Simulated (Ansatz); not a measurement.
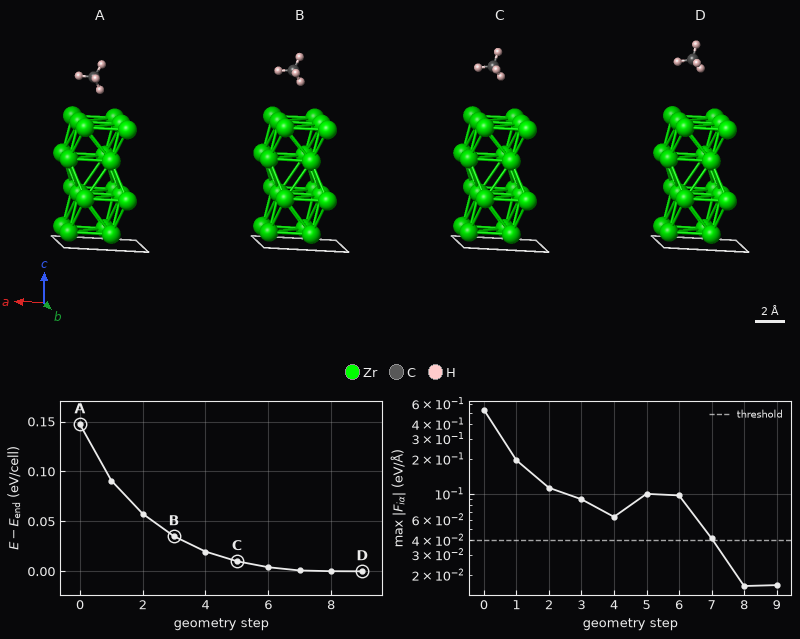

Frames of a constrained relaxation of a slab of composition Zr$_{16}$H$_{4}$C (cut from the P6_3/mmc phase), marked on the history of the run. Style: ball-and-stick. Shown: the cell of the calculation, outlined in the plane, without the vacuum (origin shifted), from a free direction.

Case: 1 CH4 a cell, flat, over a bridge Zr-Zr site. The slab is the (0 0 1) face of Zr with CH4 on it. 8 atoms are held fixed.

All numbers below come from DFT PBE, scalar-relativistic, plane waves, PAW (Ansatz 0.2.0). Set-up: plane-wave cutoff 420 eV; k-point mesh 4 × 4 × 1; occupations gaussian; smearing width 0.1 eV; no spin polarisation; dipole correction; atoms relaxed in a fixed cell; force threshold 0.04 eV/Å; at most 100 steps.

What happens along the run?

Answer. The atom that moves furthest is an H atom (1.54 Å at 16° to the normal (+c side)). By element the largest moves are H 1.54 Å, C 1.26 Å, Zr 0.01 Å. The cell doesn't change. Near-neighbour distances that change, for instance: C–H 1.109 → 1.096 Å, Zr–Zr 3.252 → 3.257 Å. After 9 geometry steps the energy has fallen by 0.147 eV per cell of the calculation. The largest force component goes from 0.53 to 0.016 eV/Å. From step 0 to 3: an H atom moves most (0.58 Å), energy −0.112 eV per cell of the calculation. From step 3 to 5: H atoms move most (0.39 Å), energy −24.9 meV per cell of the calculation. From step 5 to 9: an H atom moves most (0.58 Å), energy −10.1 meV per cell of the calculation.

| step | E − E(0), meV/atom | largest force component, eV/Å |
| --- | --- | --- |
| 0 | 0.00 | 0.5327 |
| 1 | -2.68 | 0.1952 |
| 2 | -4.26 | 0.1130 |
| 3 | -5.34 | 0.0899 |
| 4 | -6.07 | 0.0634 |
| 5 | -6.53 | 0.1001 |
| 6 | -6.81 | 0.0971 |
| 7 | -6.97 | 0.0414 |
| 8 | -7.00 | 0.0160 |
| 9 | -7.01 | 0.0163 |

Limits of the set-up: the periodic images lie only 6.5 Å apart, so the values are limited by the cell's size.
